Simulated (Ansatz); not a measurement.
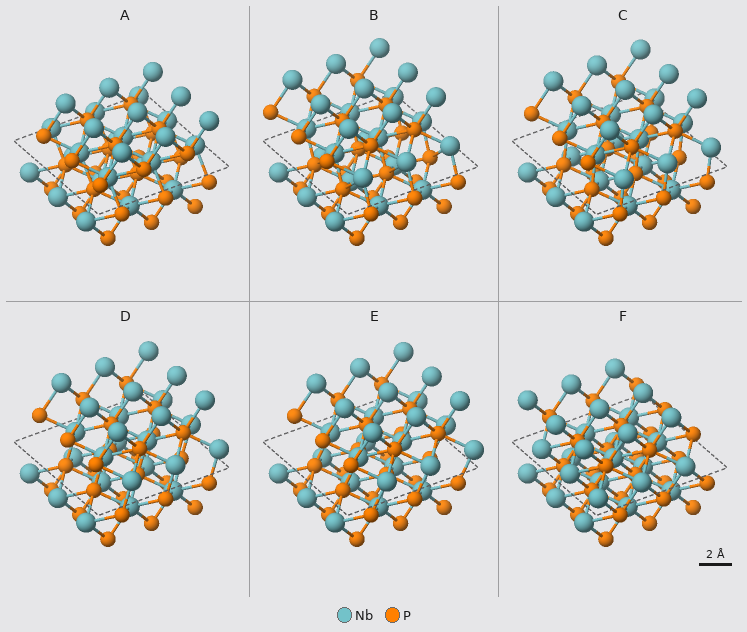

Frames of a one-coordinate scan of solid NbP (I4_1md). A ball-and-stick model of the layers on both sides of the dashed plane, seen obliquely from above.

Theory: DFT PBE, scalar-relativistic, plane waves, PAW (Ansatz 0.2.0). (plane-wave cutoff 420 eV; k-point mesh 14 × 14 × 4; occupations gaussian; smearing width 0.15 eV; no spin polarisation). Energies (free energies at the smearing named) are counted from the relaxed crystal.

**Which coordinate changes from frame to frame?**

The crystal above a cut along the (0 0 1) plane of the conventional cell (between a plane of P below and one of Nb above, 1.91 Å apart) is slid rigidly by fractions of an in-plane lattice vector 4.73 Å long (a generalised stacking fault). In the frames the slip is 0.00 (A), 0.083 (B), 0.25 (C), 0.333 (D), 0.417 (E), 0.50 (F). One cut stands in each cell, which starts 11.4 Å high; nothing is relaxed, and the dashed outline marks the cut. Their energies are 0 mJ/m², 432 mJ/m², 2069 mJ/m², 1466 mJ/m², 484 mJ/m², 68 mJ/m².
